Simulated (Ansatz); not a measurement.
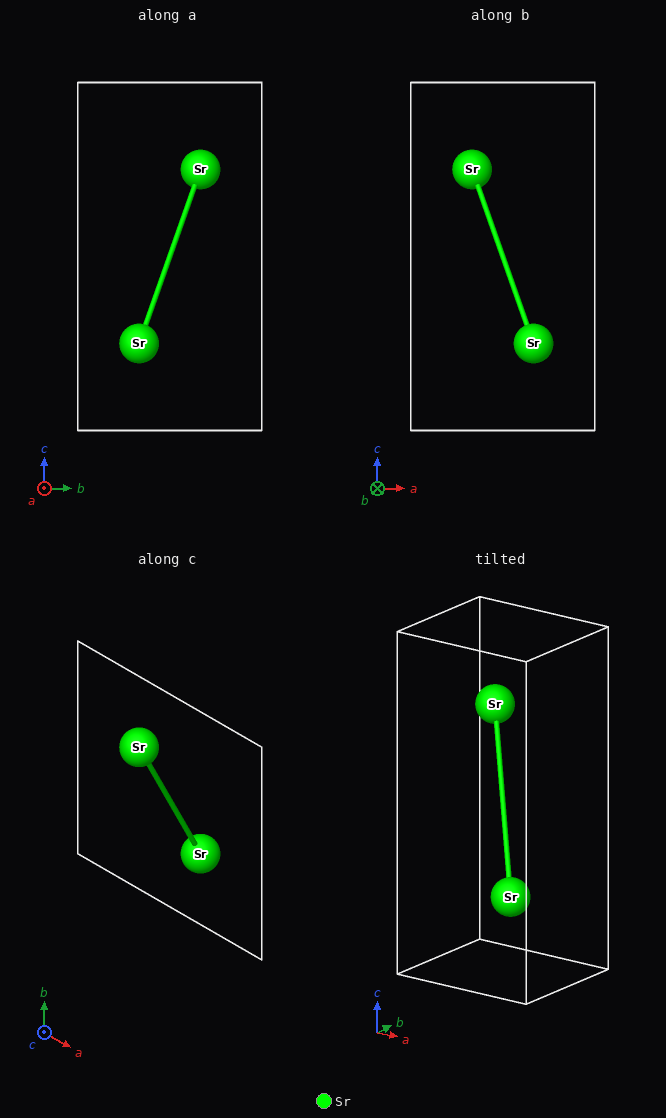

The figure gives a ball-and-stick picture of the atoms, viewed along the a axis, along the b axis, along the c axis and slightly off an axis. The lines enclose the conventional unit cell; boundary atoms appear with their images.

Lattice parameters: a = 4.290 Å, b = 4.290 Å, c = 7.019 Å, α = 90.00°, β = 90.00°, γ = 120.00°. Put a along x and b in the xy plane.

Q: Record the structure as a POSCAR file.

A:
```
Sr
1.0
     4.290    0.000    0.000
    -2.145    3.715    0.000
     0.000    0.000    7.019
Sr
2
Direct
  0.3333 0.6667 0.7500
  0.6667 0.3333 0.2500
```

The cell started as a structure type filled with this element by a generator (whether the element takes this form wasn't checked). Earlier steps of the study may have refined or changed the cell and positions. Ansatz was used for an electronic-structure calculation on it.
